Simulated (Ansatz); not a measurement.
**What a change does: geometry relaxation on CaS**

System: CaS (2 atoms in the cell).
Method of run A: DFT, PBEsol, plane waves, PAW, no spin polarisation (Ansatz 0.2.0).

The structure derives from an entry of the Crystallography Open Database. Text and figures count atoms from 1; the logs count them from 0 in places.

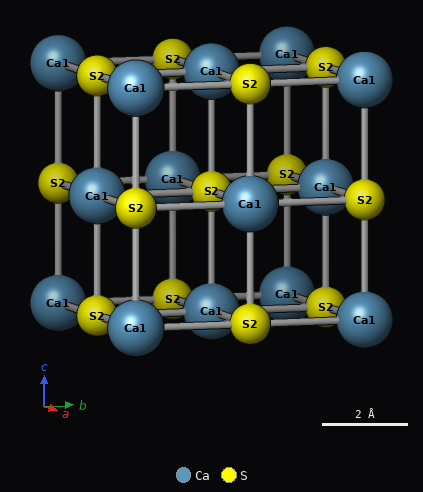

Figure 1. The input geometry (ball-and-stick view of the cell 4 times as large as that of the calculation, set on its symmetry axes, seen slightly off an axis; atoms are numbered from 1 in the order of the input). Near neighbours in the crystal (not all of them lie inside the picture): Ca has 6 S at 2.84 Å; S has 6 Ca at 2.84 Å.

## The input, run A
```yaml
crystal:
  lattice:
    - [0.0, 2.843, 2.843]
    - [2.843, 0.0, 2.843]
    - [2.843, 2.843, 0.0]
  atoms:
    - { symbol: Ca, position: [0.0, 0.0, 0.0] }
    - { symbol: S, position: [0.5, 0.5, 0.5] }
kpoints:
  mp_grid: { grid: [8, 8, 8] }
scf:
  occupations: { method: fixed }
  initial_density: { chi_scale: 0.0 }
  mixing: { algorithm: msr1, beta: 0.05 }
hamiltonian:
  xc: pbesol
  pseudopotentials: { kind: paw }
relax:
  f_tol: 0.002
  max_steps: 80
  cell: {}
output:
  forces: true
  stress: true
```

Launched with:
```bash
ansatz run input.yaml --threads 1 --pin off --max-ram 3072MiB --backend cpu --events-out ev --progress --plain --runs-dir out
```

Hardware: 1 thread of AMD EPYC (Zen 3), 24 GiB of memory available, shared host.

## Output, shortened to warnings, some set-up lines, iterations and results (run A)
```
Basis set: ecut = 420 eV, 893 PW (Γ), exchange–correlation on 54×54×54 points (8 copies of the dense FFT grid, shifted against one another)
Symmetry: 48 space group operations
k-points: 29 of 512
Initial density: superposition of atomic densities (chi_scale 0, normalization cell)
[...]
SCF iter   1: F=—  HF=-2683.246744 eV  |F-HF|=—  |Δ(HF+E_count)|=         —  Δρ=3.11e-2  dr2=8.36e-1  ethr=3.10e-3  ⟨swp⟩=4.1  Hψ=1944  notcnv=0  defer=9
SCF iter   2: F=—  HF=-2683.196823 eV  |F-HF|=—  |Δ(HF+E_count)|=   4.99e-2  Δρ=2.79e-2  dr2=6.57e-1  ethr=3.10e-3  ⟨swp⟩=1.0  Hψ=580  notcnv=0
SCF iter   3: F=—  HF=-2683.041292 eV  |F-HF|=—  |Δ(HF+E_count)|=   1.56e-1  Δρ=9.09e-3  dr2=3.26e-2  ethr=3.10e-3  ⟨swp⟩=2.0  Hψ=528  notcnv=0  defer=39
SCF iter   4: F=—  HF=-2683.045435 eV  |F-HF|=—  |Δ(HF+E_count)|=   4.14e-3  Δρ=3.92e-3  dr2=5.12e-3  ethr=2.04e-4  ⟨swp⟩=2.0  Hψ=412  notcnv=0  defer=53
SCF iter   5: F=—  HF=-2683.047196 eV  |F-HF|=—  |Δ(HF+E_count)|=   1.76e-3  Δρ=1.83e-4  dr2=7.90e-6  ethr=3.20e-5  ⟨swp⟩=2.1  Hψ=493  notcnv=0  defer=53
[... 24 lines ...]
SCF iter   7: F=—  HF=-2683.053849 eV  |F-HF|=—  |Δ(HF+E_count)|=  7.73e-12  Δρ=3.72e-7  dr2=8.66e-11  ethr=1.00e-12  ⟨swp⟩=1.0  Hψ=348  notcnv=0  defer=14
SCF iter   8: F=—  HF=-2683.053849 eV  |F-HF|=—  |Δ(HF+E_count)|=  1.18e-11  Δρ=2.81e-7  dr2=4.97e-11  ethr=1.00e-12  ⟨swp⟩=1.0  Hψ=348  notcnv=0  defer=14
SCF iter   9: F=-2683.053849 eV  HF=-2683.053849 eV  |F-HF|=3.64e-12  |Δ(HF+E_count)|=  1.36e-11  Δρ=8.38e-8  dr2=4.30e-12  ethr=1.00e-12  ⟨swp⟩=4.4  Hψ=1384  notcnv=0
SCF 4 converged in 9 iterations: F = -2683.053849 eV  dr2 = 4.30e-12
relax step   4: F+E_penalty+E_count = -2683.05384921 eV  Δ(F+E_penalty+E_count) = +1.194e-5 eV  max|allowed force component| = 7.494e-30 eV/Å  Δτ_max = 0.0000 Å  P = -0.042 …
basis re-selected at this cell: Δ(F+E_penalty+E_count) = +1.194e-5 eV, ΔP = -0.000 GPa vs the last step (what re-selecting the basis moved, of the pressure what is left beyond the Pulay correction that the steps carried, after the strain that the cell walked since its last selection, with what the …
SCF converged after 9 iterations
Free energy (F): -2683.053849 eV
Harris-Foulkes:  -2683.053849 eV  (|F-HF|=3.64e-12)
Internal energy: -2683.053849 eV  (E = F + TS)
E sigma→0 (E₀):  -2683.053849 eV
Fermi energy:    6.224409 eV
--- Per-component energies (eV) ---
  E_band       = -129.287510
  E_kinetic    = 386.543129
  E_local      = -809.442117  (includes V_loc(G=0)·N_el)
  E_nonlocal   = 92.929487
  E_hartree    = 265.115017
  E_xc         = -233.471938
  E_vxc        = -259.714892  (∫ρ·V_xc dr)
  E_paw        = -1421.020986  (= ΣΔE_a)
  E_vpaw       = -69.833153  (= ΣTr[D̂ρ^β])
  E_aug_tail   = -0.000005  (compensation charges beyond the density's cutoff)
  E_ewald      = -963.887179
  E_core_change = 0.180744  (= ΣΔE_core)
  E_smearing   = -0.000000  (= −TS)
  E_closure    = -0.000000  (closes the sum)
  Σ components = -2683.053849   (vs F -2683.053849, Δ=0.00e0)
--- Forces (eV/Å), atoms counted from 1 ---
  atom   1  Ca    -0.00000000     0.00000000    -0.00000000
  atom   2  S      0.00000000    -0.00000000     0.00000000
  max |Σ_I F_I| component: 1.03e-29 eV/Å
--- Stress (GPa, compression-positive) ---
       -0.041665      -0.000000      -0.000000
       -0.000000      -0.041665      -0.000000
       -0.000000      -0.000000      -0.041665
  P = ⅓ Tr σ = -0.0417 GPa (-0.417 kbar)
--- Relaxed structure (3 steps of the walk, 3 accepted, 1 SCFs on fresh bases) ---
  F+E_penalty+E_count = -2683.05384921 eV   max|allowed force component| = 7.494e-30 eV/Å   (the final SCF, on the basis selected at the relaxed cell)
  cell:  # Å, volume = 44.7172 Å³
    - [1.0190744065791185e-34, 2.817182635064266, 2.817182635064266]
    - [2.817182635064266, -3.056691386629085e-34, 2.817182635064266]
    - [2.817182635064266, 2.817182635064266, 6.114978272582976e-34]
  atoms:
    - { symbol: Ca, position: [3.881102229947491e-36, -3.704688492221957e-36, -9.702755574857186e-36] }
    - { symbol: S, position: [0.49999999999999994, 0.49999999999999994, 0.49999999999999994] }
```

The input of run B differs as follows (lines with − go, lines with + come):
```diff
-  mp_grid: { grid: [8, 8, 8] }
+  mp_grid: { grid: [12, 12, 12] }
-  occupations: { method: fixed }
-  initial_density: { chi_scale: 0.0 }
-  mixing: { algorithm: msr1, beta: 0.05 }
+  occupations: { method: fermi_dirac, width: 0.08 }
+  write_density: true
+  write_potential: true
+  elf: true
+  volumetric_format: npy
```

What does this change do to the results?

The free energy of run B is 0.03 meV per atom lower, the joint effect of these numerical settings, which can't be told apart here. The SCF takes 21 iterations over all geometry steps against 26. The irreducible k-points go from 29 to 72. On the same kind of shared host run B took about 2.3 times as long. The two runs start from different initial densities, which also moves the count.

## Output, shortened to warnings, some set-up lines, iterations and results (run B)
```
Basis set: ecut = 420 eV, 893 PW (Γ), exchange–correlation on 54×54×54 points (8 copies of the dense FFT grid, shifted against one another)
Symmetry: 48 space group operations
k-points: 72 of 1728
Initial density: superposition of atomic densities (neutral atoms: chi_scale 0, normalization atom), corrected by the library's trained network
[...]
SCF iter   1: F=—  HF=-2683.051724 eV  |F-HF|=—  |Δ(HF+E_count)|=         —  Δρ=4.15e-3  dr2=1.27e-2  ethr=1.77e-3  ⟨swp⟩=6.4  Hψ=5900  notcnv=0
SCF iter   2: F=—  HF=-2683.047293 eV  |F-HF|=—  |Δ(HF+E_count)|=   4.43e-3  Δρ=1.19e-3  dr2=4.20e-4  ethr=7.97e-5  ⟨swp⟩=2.0  Hψ=1683  notcnv=0
SCF iter   3: F=—  HF=-2683.047245 eV  |F-HF|=—  |Δ(HF+E_count)|=   4.78e-5  Δρ=4.93e-4  dr2=8.45e-5  ethr=2.62e-6  ⟨swp⟩=2.0  Hψ=1335  notcnv=0
SCF iter   4: F=—  HF=-2683.047271 eV  |F-HF|=—  |Δ(HF+E_count)|=   2.60e-5  Δρ=1.35e-4  dr2=4.28e-6  ethr=5.28e-7  ⟨swp⟩=2.0  Hψ=1071  notcnv=0
SCF iter   5: F=-2683.047272 eV  HF=-2683.047272 eV  |F-HF|=3.14e-8  |Δ(HF+E_count)|=   1.05e-6  Δρ=1.02e-5  dr2=5.55e-8  ethr=2.67e-8  ⟨swp⟩=2.0  Hψ=1142  notcnv=0
[... 19 lines ...]
SCF iter   4: F=—  HF=-2683.053900 eV  |F-HF|=—  |Δ(HF+E_count)|=   1.09e-8  Δρ=1.52e-6  dr2=1.25e-9  ethr=2.11e-10  ⟨swp⟩=2.0  Hψ=1115  notcnv=0
SCF iter   5: F=—  HF=-2683.053900 eV  |F-HF|=—  |Δ(HF+E_count)|=  3.07e-10  Δρ=2.78e-7  dr2=2.67e-11  ethr=7.83e-12  ⟨swp⟩=2.0  Hψ=1140  notcnv=0
SCF iter   6: F=-2683.053900 eV  HF=-2683.053900 eV  |F-HF|=5.46e-12  |Δ(HF+E_count)|=  3.64e-12  Δρ=1.04e-7  dr2=6.80e-12  ethr=1.00e-12  ⟨swp⟩=5.8  Hψ=3238  notcnv=0
SCF 4 converged in 6 iterations: F = -2683.053900 eV  dr2 = 6.80e-12
relax step   4: F+E_penalty+E_count = -2683.05389998 eV  Δ(F+E_penalty+E_count) = +1.211e-5 eV  max|allowed force component| = 1.591e-29 eV/Å  Δτ_max = 0.0000 Å  P = -0.042 …
basis re-selected at this cell: Δ(F+E_penalty+E_count) = +1.211e-5 eV, ΔP = -0.000 GPa vs the last step (what re-selecting the basis moved, of the pressure what is left beyond the Pulay correction that the steps carried, after the strain that the cell walked since its last selection, with what the …
SCF converged after 6 iterations
Free energy (F): -2683.053900 eV
Harris-Foulkes:  -2683.053900 eV  (|F-HF|=5.46e-12)
Internal energy: -2683.053900 eV  (E = F + TS)
E sigma→0 (E₀):  -2683.053900 eV
Entropy (-TS):   -0.000000 eV (-0.000 meV/atom)
Fermi energy:    7.330719 eV
--- Per-component energies (eV) ---
  E_band       = -129.285499
  E_kinetic    = 386.542968
  E_local      = -809.435978  (includes V_loc(G=0)·N_el)
  E_nonlocal   = 92.929610
  E_hartree    = 265.112962
  E_xc         = -233.471904
  E_vxc        = -259.714859  (∫ρ·V_xc dr)
  E_paw        = -1421.020992  (= ΣΔE_a)
  E_vpaw       = -69.833175  (= ΣTr[D̂ρ^β])
  E_aug_tail   = -0.000005  (compensation charges beyond the density's cutoff)
  E_ewald      = -963.891304
  E_core_change = 0.180744  (= ΣΔE_core)
  E_smearing   = -0.000000  (= −TS)
  E_closure    = -0.000000  (closes the sum)
  Σ components = -2683.053900   (vs F -2683.053900, Δ=0.00e0)
--- Forces (eV/Å), atoms counted from 1 ---
  atom   1  Ca    -0.00000000     0.00000000    -0.00000000
  atom   2  S      0.00000000     0.00000000    -0.00000000
  max |Σ_I F_I| component: 2.71e-29 eV/Å
--- Stress (GPa, compression-positive) ---
       -0.041891      -0.000000      -0.000000
       -0.000000      -0.041891      -0.000000
       -0.000000      -0.000000      -0.041891
  P = ⅓ Tr σ = -0.0419 GPa (-0.419 kbar)
--- Relaxed structure (3 steps of the walk, 3 accepted, 1 SCFs on fresh bases) ---
  F+E_penalty+E_count = -2683.05389998 eV   max|allowed force component| = 1.591e-29 eV/Å   (the final SCF, on the basis selected at the relaxed cell)
  cell:  # Å, volume = 44.7167 Å³
    - [5.095372032895591e-34, 2.817170578411881, 2.817170578411881]
    - [2.817170578411881, 1.0190744065791177e-34, 2.817170578411881]
    - [2.817170578411881, 2.817170578411881, -1.019074406579118e-34]
  atoms:
    - { symbol: Ca, position: [5.2924121317406235e-36, -5.645239607188984e-36, -6.703722033537836e-36] }
    - { symbol: S, position: [0.49999999999999994, 0.49999999999999994, 0.49999999999999994] }
```

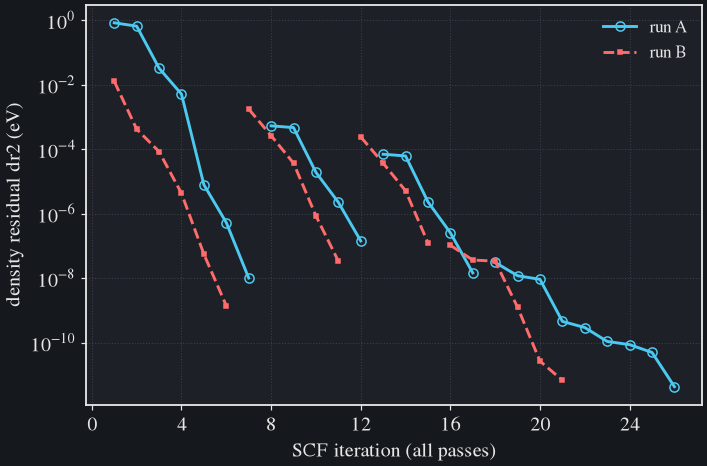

Figure 2. Convergence of the two runs: density residual dr2 against the SCF iteration. A break in a curve parts two SCF passes. Run A takes 26 iterations in all, and run B takes 21.

## The two runs side by side

| quantity | run A | run B |
| --- | --- | --- |
| outcome | converged | converged |
| free energy per atom (eV) | −1341.5269 | −1341.5269 |
| pressure (GPa) | −0.04 | −0.04 |
| largest force (eV/Å) | 0.000 | 0.000 |
| SCF iterations | 26 | 21 |
| irreducible k-points | 29 | 72 |
| wall time (shared host) | 2.6 s | 6.2 s |
